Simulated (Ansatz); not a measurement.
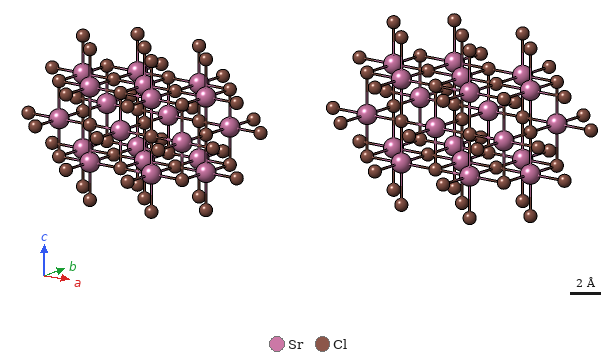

Two geometries of solid Sr3Cl4 (a generated structure, set up in Pm-3m) (coarse preliminary run), drawn at one scale. One is the start of a relaxation, the other its converged end. Style: ball-and-stick. Shown: the cell of the calculation, repeated 2 × 1 × 1 with one cell outlined, from a free direction.

The calculation used Ansatz, DFT PBE, scalar-relativistic, plane waves, PAW. Settings: plane-wave cutoff 420 eV; k-point mesh 4 × 4 × 4; occupations gaussian; smearing width 0.1 eV; no spin polarisation; cell and atoms relaxed; force threshold 0.04 eV/Å; at most 70 steps.

Q: Which one is relaxed?

A: The right one is the relaxed one. Over 5 accepted moves (6 points after the start) the energy falls by 375 meV per atom. All forces vanish by symmetry, so only the cell relaxes. Pressure: 20.63 GPa at the start and 0.04 GPa at the end. The SCF was repeated once at an unchanged geometry on a basis and grid sized afresh for the cell, which shifted the energy by 1.1 meV per atom at most. No atom moves by more than 0.005 Å relative to the cell. Cell: a = b = c 5.344 → 5.941 Å (+11.2 %). Volume +37.4 %. Among the contacts that change: Cl–Sr 2.672 → 2.971 Å. The space group stays Pm-3m (No. 221).
